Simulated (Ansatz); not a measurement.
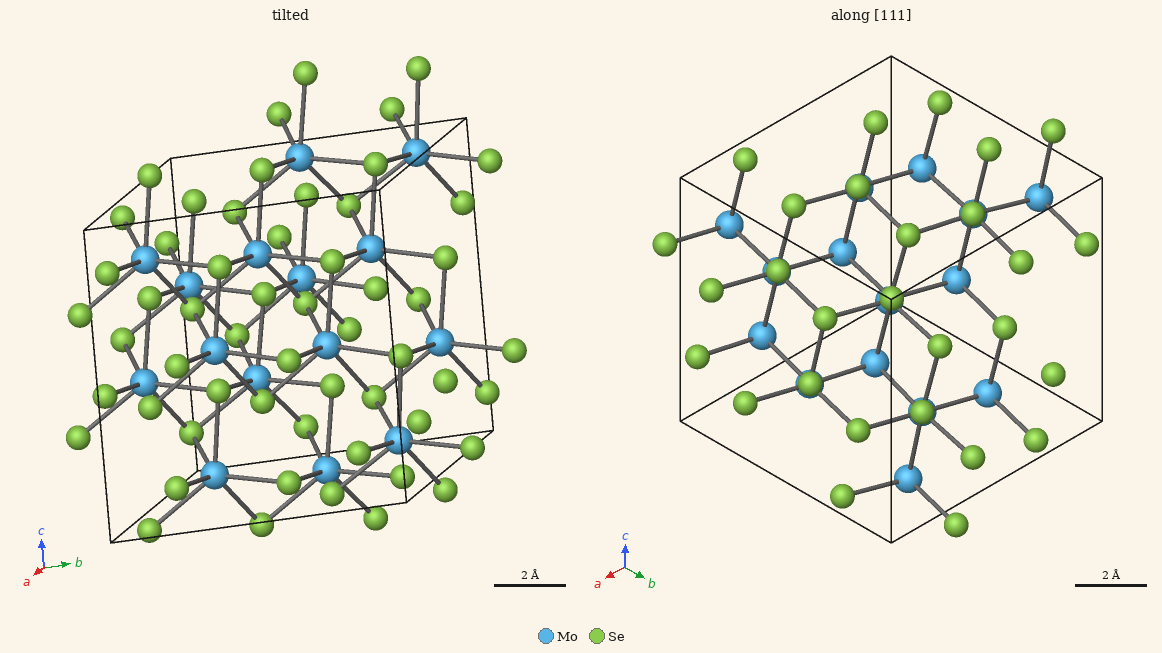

Crystal structure, ball-and-stick style, seen slightly off an axis and along [111]. The simulation cell is outlined; an atom on or near a face, edge or corner is repeated at each equivalent position. A few atoms beyond the faces are included. Cell: a = 10.197 Å, b = 10.197 Å, c = 10.197 Å, α = 71.91°, β = 71.91°, γ = 71.91°.

What can be read from this drawing?

- Formula: Mo6Se13.
- Its lattice is rhombohedral (trigonal R), its space group R3 (No. 146).
- With Z = 2, the cell contains 12 Mo, 26 Se.
- Mo sits among six Se in a trigonal prismatic arrangement at about 2.5 Å. Not all metal-metal contacts are counted.
- Neighbours within bonding distance: Se 2 to 3 (mean 2.8). Not all metal-metal contacts are counted.
- The bonds build Mo6Se13 layers parallel to (111).

The structure comes from a structure listed in the Materials Project, repeated into a supercell with a point defect put in. The atoms were relaxed in a fixed cell with DFT PBE, scalar-relativistic, plane waves, PAW (Ansatz).
